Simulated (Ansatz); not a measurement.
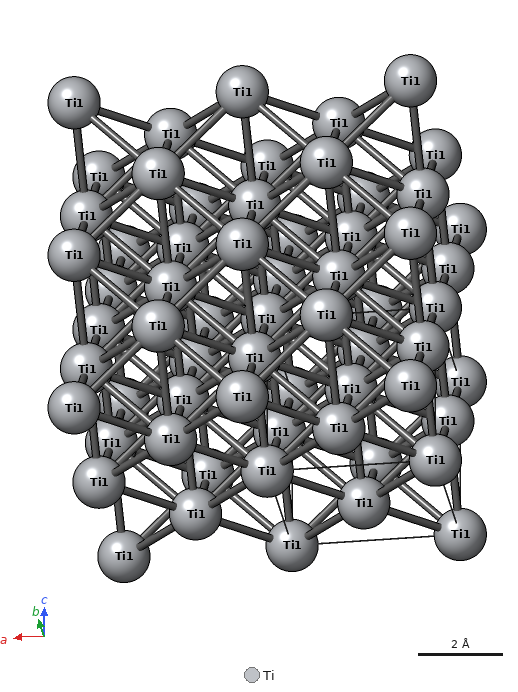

The starting point is a symmetric starting cell of Ti. A ball-and-stick model of the conventional cell (4 times the calculation's cell), repeated 2 × 2 × 2 with one cell outlined, seen from a free direction. Lengths and directions refer to the drawn axes.

The calculation used DFT PBE, scalar-relativistic, plane waves, PAW in Ansatz 0.2.0. Settings: plane-wave cutoff 420 eV; k-point mesh 18 × 18 × 18; occupations gaussian; smearing width 0.1 eV; no spin polarisation.

Change: All lengths are scaled by +4.2 % (volume +13.3 %), the atoms keeping their fractional coordinates. No relaxation follows. The starting cell wasn't computed here and needn't be at equilibrium, so pressure and forces aren't due to the change alone.

### What is the effect?

The pressure is −8.0 GPa (not all of it need come from the change, since the unchanged cell can be under pressure at this level too). All forces vanish by symmetry. Near-neighbour distances before and after: Ti–Ti 2.871 → 2.993 Å. The space group stays Fm-3m (No. 225).

The changed structure in the same view:

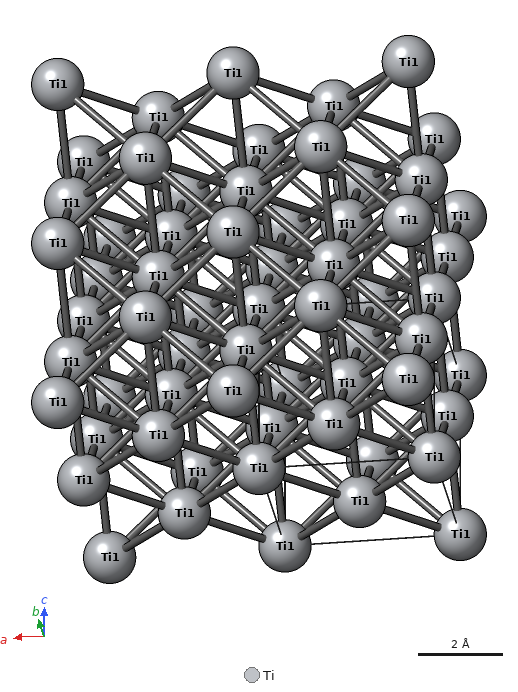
